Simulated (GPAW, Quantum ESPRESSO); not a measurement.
# Cl K ELNES/XANES of LiCl (Fm-3m) from DFT, part 2 of 2

Aim: the near-edge shape at the Cl K edge of LiCl (Fm-3m), and what the core hole does to it.

GPAW 26.7.0; X-ray absorption from dipole matrix elements to empty bands, plane-wave PAW LDA.

So far. Step 5 (Spectrum with FCH, Cl atom 1): Main maxima below 24 eV (height): 2.5 eV (1.87), 4.7 eV (3.96), 8.6 eV (0.50), 16.5 eV (1.17) and 23.2 eV (1.07).  Step 5 (Spectrum with FCH, Cl atom 1): The hole costs E(hole) − E(ground) = 2822.01 eV, and the lowest empty level of the hole cell on the spectrum's mesh lies at 5.64 eV, which puts the zero at 2827.65 eV. One term is added: -17.80 eV, since the hole is spin-paired here and a spin-polarised one costs that much less in the free atom (computed apart).

The database entry behind the starting cell differs from later determinations by our own check (0.1 to 0.3 % short, probably kX units), so it need not match the best structure at ambient conditions.

## 6. Excitation energy, Cl atom 1

With the excited electron kept in the cell the system stays neutral, and the energy difference is an excitation energy by itself. In a small cell that electron takes up a good share of the lowest empty band, or all of one, which shifts the value from the true onset.

Changed against the first core-hole run: core hole to XCH, with the smearing that suits a partly filled band.

scf.py reads:

```python
import numpy as np
from ase import Atoms
from ase.parallel import parprint, paropen
from gpaw import GPAW, PW, FermiDirac, Mixer, MixerDif, setup_paths
from gpaw.test import gen
setup_paths.insert(0, '.')
gen('Cl', name='fch1s', xcname='LDA', corehole=(1, 0, 1), write_xml=True)
from gpaw.mpi import world
world.barrier()

atoms = Atoms('Cl8Li8',
    cell=[[0, 5.12954, 5.12954],
     [5.12954, 0, 5.12954],
     [5.12954, 5.12954, 0]],
    scaled_positions=[[0.25, 0.25, 0.25],
     [0.25, 0.25, 0.75],
     [0.25, 0.75, 0.25],
     [0.75, 0.25, 0.25],
     [0.25, 0.75, 0.75],
     [0.75, 0.25, 0.75],
     [0.75, 0.75, 0.25],
     [0.75, 0.75, 0.75],
     [0, 0, 0],
     [0, 0, 0.5],
     [0, 0.5, 0],
     [0.5, 0, 0],
     [0, 0.5, 0.5],
     [0.5, 0, 0.5],
     [0.5, 0.5, 0],
     [0.5, 0.5, 0.5]],
    pbc=True)
atoms.calc = calc = GPAW(legacy_gpaw=True, mode=PW(500, force_complex_dtype=True), xc='LDA', setups={0: 'fch1s'},
    kpts={'size': (3, 3, 3), 'gamma': True}, occupations=FermiDirac(0.04),
    charge=-1, mixer=Mixer(0.1, 5, 50), maxiter=150,
    convergence={'density': 0.0001, 'eigenstates': 1e-6}, txt='scf.txt')
energy = atoms.get_potential_energy() + calc.get_reference_energy()
ef = calc.get_fermi_level()
out = dict(energy=energy, fermi=ef, forces=atoms.get_forces().tolist())
parprint(f'all-electron energy {energy:.4f} eV, Fermi level {ef:.4f} eV')
ev = np.array([[calc.get_eigenvalues(k, s) for k in range(len(calc.get_ibz_k_points()))] for s in range(calc.get_number_of_spins())])
out['homo'], out['lumo'], out['counts'] = ev[ev < ef].max(), ev[ev > ef].min(), sorted(set((ev < ef).sum((0, 2)).tolist()))
out['filled'] = (ev[:, 0] < ef).sum(1).tolist()
import json
with paropen('out.json', 'w') as f:
    json.dump(out, f)
```

On the command line:

```bash
> OMP_NUM_THREADS=1 mpirun -n 4 gpaw python scf.py
```

Elapsed: 11 s, on 4 MPI ranks of Arm Neoverse V2, shared host; peak memory 0.31 GiB; 43 s of CPU time.

The total-energy difference is 2828.53 eV. With the free-atom term of -17.80 eV for this edge, the photon energy is 2810.73 eV.

## 7. What the core hole does

Both curves are counted from their own zero, so only the shift of weight within the empty states shows.

| E (eV) | no hole | FCH |
| --- | --- | --- |
| -2.0 | 0.00 | 0.00 |
| -1.0 | 0.00 | 0.00 |
| 0.0 | 0.02 | 0.03 |
| 1.0 | 0.37 | 0.23 |
| 2.0 | 0.80 | 1.33 |
| 3.0 | 0.96 | 1.45 |
| 4.0 | 2.64 | 2.60 |
| 5.0 | 3.21 | 3.78 |
| 6.0 | 2.07 | 1.19 |
| 7.0 | 0.86 | 0.24 |
| 8.0 | 0.98 | 0.41 |
| 9.0 | 0.55 | 0.47 |
| 10.0 | 0.40 | 0.38 |
| 11.0 | 0.38 | 0.42 |
| 12.0 | 0.54 | 0.46 |
| 13.0 | 0.68 | 0.63 |
| 14.0 | 0.80 | 0.80 |
| 15.0 | 0.94 | 1.00 |
| 16.0 | 1.02 | 1.15 |
| 17.0 | 0.92 | 1.14 |
| 18.0 | 0.77 | 0.94 |
| 19.0 | 0.74 | 0.80 |
| 20.0 | 0.74 | 0.83 |
| 21.0 | 0.79 | 0.90 |
| 22.0 | 0.89 | 0.99 |
| 23.0 | 0.95 | 1.06 |
| 24.0 | 0.89 | 1.03 |
| 25.0 | 0.79 | 0.93 |
| 26.0 | 0.76 | 0.91 |
| 27.0 | 0.81 | 0.99 |
| 28.0 | 0.90 | 1.12 |
| 29.0 | 0.99 | 1.23 |

With each curve scaled to its own mean, the area from −2 to 6 eV with the hole is 10.3 against 9.1, and the centre of weight from −1 to 20 eV moves by +0.1 eV (first and strongest maxima below 20 eV: 2.1 eV (0.82), 4.1 eV (2.65), 5.2 eV (3.35) and 16.0 eV (1.02) without the hole, 2.5 eV (1.87), 4.7 eV (3.96) and 16.5 eV (1.17) with it); the shape changes all the same, by 32 % r.m.s.

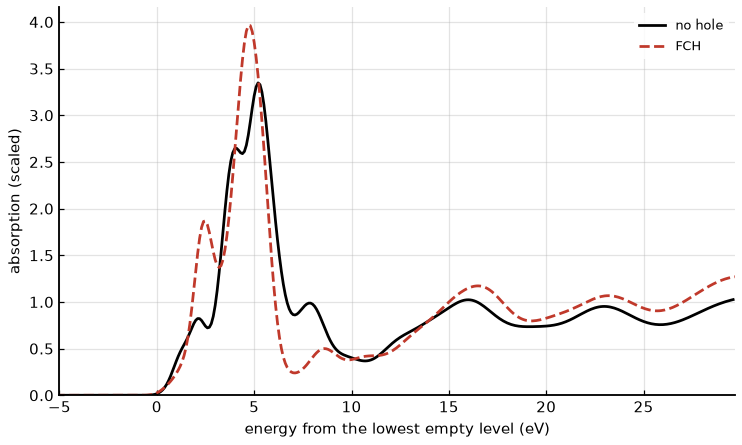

The Cl K edge with and without the core hole, each from its own zero; the highest intensity below 16 eV lies at 4.7 eV with the hole.

## 8. Against the measurement

Features are paired by their description (first, strongest, rising edge, steepest rise) or, failing that, by nearness after a common offset; their character isn't checked. The paper doesn't name the phase; the usual one is assumed.

GPAW LDA (Gaussian full width 0.9 eV up to 4 eV, rising linearly to 3.5 eV at 25 eV):

| measured feature | measured (eV) | computed feature | computed (eV) | difference (eV) | difference less the mean (eV) |
| --- | --- | --- | --- | --- | --- |
| Cl K-edge, first near-edge peak (p1) | 2827 | first maximum | 2812.3 | -14.7 | -0.1 |
| Cl K-edge, second near-edge peak (p2) | 2829 | nearest maximum | 2814.5 | -14.5 | +0.1 |

## 9. Runs not followed above

These runs aren't followed: redraws of a spectrum that repeat one shown, runs with a planted fault or a state judged unsound, or a program's part that gave no sound spectrum.

| program | step | status | elapsed |
| --- | --- | --- | --- |
| Quantum ESPRESSO | ground state | converged | 3.4 s |
| Quantum ESPRESSO | no core hole | converged | 13 s |
| Quantum ESPRESSO | no core hole, redrawn | converged | 4.2 s |
| Quantum ESPRESSO | supercell ground state | crashed | 89 s |
| Quantum ESPRESSO | core-hole potential | converged | 0.66 s |
| Quantum ESPRESSO | supercell with FCH | crashed | 52 s |
| Quantum ESPRESSO | supercell with XCH | converged | 68 s |

## 10. Results

```yaml
absorber_and_edge: Cl K, atom 1 of the ground-state input (counted from 1)
surroundings: 6 Li at 2.56 Å (octahedral, site symmetry m-3m)
highest_intensity_below_16_ev: 4.7 eV above the zero, height 3.96
photon_energy_of_the_zero_with_the_added_terms: 2809.8 eV (raw 2827.6 eV; LDA puts this hole about 10 eV below PBE, itself good to a few eV)
```

What this shows: GPAW LDA lies 14.6 eV below the measured energies on average, of which about 10 eV is this functional's underpricing of the hole against PBE in the free atom; the paired features span 2.2 eV against 2.0 eV measured. Energy scales of different experiments differ by up to about 1 eV. The Cl K edge of atom 1, with 6 Li at 2.56 Å (octahedral, site symmetry m-3m), has its highest intensity of the first 16 eV at 4.7 eV above the zero, near 2815 eV in photon energy (LDA puts this hole about 10 eV below PBE, itself good to a few eV), 4.0 times the mean level of the first 20 eV (Gaussian full width 0.9 eV up to 4 eV, rising linearly to 3.5 eV at 25 eV). With each curve scaled to its own mean, the area from −2 to 6 eV with the hole is 10.3 against 9.1, and the centre of weight from −1 to 20 eV moves by +0.1 eV (first and strongest maxima below 20 eV: 2.1 eV (0.82), 4.1 eV (2.65), 5.2 eV (3.35) and 16.0 eV (1.02) without the hole, 2.5 eV (1.87), 4.7 eV (3.96) and 16.5 eV (1.17) with it); the shape changes all the same, by 32 % r.m.s. The neutral-cell energy lies +0.9 eV from the charged-cell zero, a gap made of the charged-cell error and of where the added electron settles. The same cell was also set up in Quantum ESPRESSO; that part failed, was judged unsound or used a data set known to give false states; its runs are listed without their results. The mesh is coarse (0.27 Å⁻¹ between points), so small maxima may be mesh ripples. The structure is a published determination, not relaxed.

[Logs are printed without paths, hosts, clocks, repeated set-up lines and the standing remarks that a program may print on its own settings, such as how far it seeks lower states.]

[Hosts, paths, dates, database ids (printed as entryN), source tags and the programs' standing remarks are cut or masked in the printed files.]

[Lists of maxima count a maximum above −3 eV only where it reaches 4 % of the highest in the window and stands out from its surroundings by 2 % of it (1.5 % where it reaches 55 %); shoulders and weaker maxima are passed over, and of the rest the first, up to two pre-edge ones and the few strongest are named.]
